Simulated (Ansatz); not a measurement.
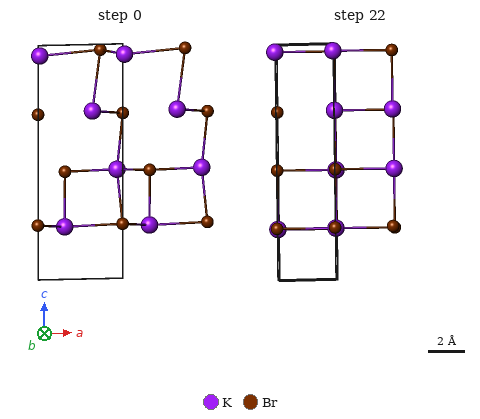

The structure of a crystal of KBr (built on the 4H polytype type) before (left) and after (right) a relaxation, at one scale.

The picture is a ball-and-stick view of the cell of the calculation, repeated 2 × 1 × 1 with one cell outlined, seen along the b axis.

Case: shaken.

Computed with DFT, PBEsol, plane waves, PAW (Ansatz 0.2.0). (plane-wave cutoff 420 eV; k-point mesh 6 × 6 × 2; occupations fermi dirac; smearing width 0.05 eV; no spin polarisation; cell and atoms relaxed; force threshold 0.01 eV/Å; at most 120 steps)

### Describe what moved and what it gained.

After 18 accepted moves (22 points after the start) the energy has fallen by 144 meV per atom. The largest force component goes from 0.56 to 0.00018 eV/Å. The pressure goes from 0.77 to 0.00 GPa. The line search rejected the trial steps at points 15, 17 of the run. At 2 points the geometry stayed and the basis and grid were re-selected for the new cell (energy shift of 1.4 meV per atom at most each time). The largest move relative to the cell is that of a K atom, 1.16 Å along [2 1 0]. By element the largest moves are K 1.16 Å, Br 1.09 Å. The volume changes by −16.6 %, with a 5.509 → 4.632 Å (−15.9 %), b 5.485 → 6.549 Å (+19.4 %), c 13.034 → 13.102 Å (+0.5 %), α 88.8° → 90.0°, β 89.6° → 90.0°, γ 121.2° → 135.0°. Near-neighbour distances that change, for instance: Br–K 6.547 → 3.275 Å, Br–K 6.425 → 3.275 Å, Br–K 6.210 → 3.275 Å, Br–K 6.062 → 3.275 Å. New bonds form: Br–K (4.59 → 3.28 Å), Br–K (6.06 → 3.28 Å), Br–K (6.21 → 3.28 Å), Br–K (6.42 → 3.28 Å). Bond angles that change, for instance: Br–K–Br 112.4° → 180.0°, K–Br–K 112.4° → 180.0°, K–Br–K 115.8° → 180.0°. The space group (tolerance 0.01 Å) goes from P1 (No. 1) to Fm-3m (No. 225).
